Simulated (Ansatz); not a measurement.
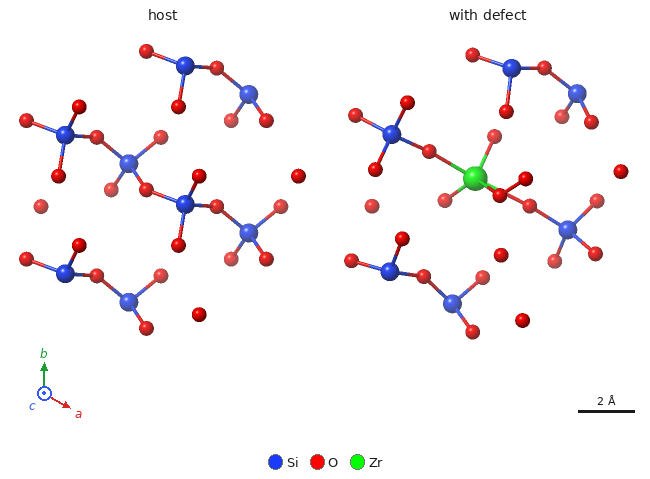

Left: perfect SiO2. Right: the same region with a pair of point defects, after relaxing the atoms in a supercell of 72 sites. The picture is a ball-and-stick view of the atoms within 5.4 Å of one point, in a slice 5.0 Å thick across the line of sight, seen along the c axis.

The calculation used Ansatz, DFT, PBEsol, PAW, plane waves. Settings: plane-wave cutoff 420 eV; k-point mesh 1 × 1 × 1; mesh shifted by (0.25, 0.25, 0.25); collinear spin. Fermi-Dirac smearing of 0.01 eV. The axes drawn are those of the host's conventional cell.

### Which defect is it?

A silicon atom is replaced by zirconium and a silicon atom is taken out (a vacancy), the two sites 3.1 Å apart.

The charge state of the cell is 0.

### What does the relaxation do around it?

In the host the Si atom has 4 O at 1.62 Å; the Zr atom ends with 4 O at 1.91 to 2.18 Å. Around the empty Si site the host had 4 O at 1.62 Å; after relaxation the nearest atoms are 1 O at 0.86 Å. Of the host's atoms, an oxygen atom moves furthest from its site, by 1.71 Å. The Zr atom itself moves 0.99 Å from where it was put. The cell's net moment is 2.00 μB.
